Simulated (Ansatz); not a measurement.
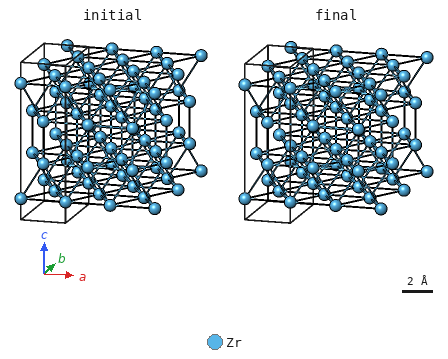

The structure of a crystal of Zr (built on the alpha-gallium_64 type) before (left) and after (right) a relaxation, at one scale.

Style: ball-and-stick. Shown: the conventional cell (4 times the calculation's cell), repeated 3 × 2 × 1 with one cell outlined, slightly off an axis. Lengths and directions refer to the drawn axes.

Case: alpha-gallium type (Cmce, No. 64).

The calculation used DFT PBE, scalar-relativistic, plane waves, PAW (Ansatz 0.2.0).

Input file:
```yaml
crystal:
  lattice:
    - [0.0, 2.7169123082, 5.5063708009]
    - [1.5794327078, 0.0, 5.5063708009]
    - [1.5794327078, 2.7169123082, 0.0]
  atoms:
    - { symbol: Zr, position: [0.1338868014, 0.1338868014, 0.8661131986] }
    - { symbol: Zr, position: [0.8661131986, 0.8661131986, 0.1338868014] }
basis:
  ecutwfc: 420
kpoints:
  mp_grid: { grid: [20, 20, 20] }
hamiltonian:
  xc: pbe
scf:
  occupations: { method: gaussian, width: 0.1 }
output:
  forces: true
  stress: true
  eigenvalues: true
relax:
  adjacent_minimum: "off"
  f_tol: 0.01
  max_steps: 80
  cell: { stress_tol: 0.05 }
```

### Describe what moved and what it gained.

Over 4 accepted moves (5 points after the start) the energy falls by 3.0 meV per atom. The largest force component goes from 0.055 to under 0.0001 eV/Å. The pressure goes from −0.29 to 0.02 GPa. At 1 point the geometry stayed and the basis and grid were re-selected for the new cell (energy shift of less than 0.05 meV per atom at most each time). The largest moves relative to the cell, 0.007 Å, are those of Zr1 and Zr2. Zr2 goes along −c. Cell: a 3.159 → 3.212 Å (+1.7 %), b 5.434 → 5.386 Å (−0.9 %), c 11.013 → 10.900 Å (−1.0 %). Volume −0.2 %. Among the contacts that change: Zr1–Zr1 3.159 → 3.212 Å, Zr1–Zr2 3.006 → 2.986 Å, Zr1–Zr2 (another image) 2.949 → 2.933 Å, Zr1–Zr1 (another image) 3.143 → 3.135 Å. The space group stays Fmmm (No. 69).
